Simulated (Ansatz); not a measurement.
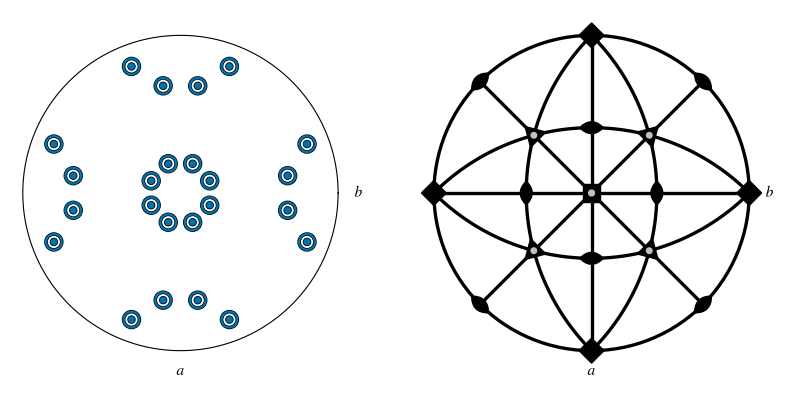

Stereographic projection: filled dots lie in the upper hemisphere, open rings in the lower; heavy lines are mirror planes (a heavy rim: a mirror in the plane of the page); lens, triangle, square and hexagon are 2-, 3-, 4- and 6-fold axes, a lens in an open square is −4, a triangle in an open hexagon −6; thin dashed diameters join the ends of axes that lie in the page; a small open circle marks inversion. The c axis points at the viewer. Left: one general form; right: the symmetry elements. Computed from the symmetry operations of a computed or model structure of composition LaAlO3.

Identify the point group and its elements.

m-3m (Oh), order 48, cubic system: three fourfold axes, four threefold axes, six twofold axes, nine mirror planes, an inversion centre.

Which physical properties does it allow?

It is centrosymmetric, so neither piezoelectric nor pyroelectric; it is not chiral.
